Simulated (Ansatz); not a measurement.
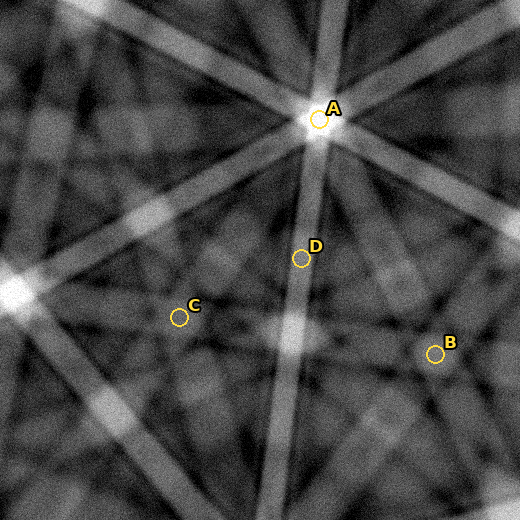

Simulated Kikuchi (electron backscatter) pattern at 10 kV: kinematic bands of width 2θ(Bragg) in gnomonic projection, seen from the camera side; the frame spans ±31° from its centre. Crystal: Cd, space group R-3m (No. 166), a = 3.08 Å, c = 8.41 Å (hexagonal axes). Structure: coordinates from a relaxation with DFT PBE, scalar-relativistic, plane waves, PAW in Ansatz; the starting structure was generated, so it need not be a known form of this composition.

Pole A is [211] and pole B is [001].

Q: Index the poles C and D.

A: C is [121], 31.0° from A and 32.4° from B. D is [111], 17.7° from A and 20.1° from B.

Q: Which band joins A and B, and how wide is it?

A: It comes from the planes common to both zones. The strongest order is 1 -2 0 with d = 1.539 Å, so the band is 2θ = 4.5° wide (λ = 0.1220 Å).
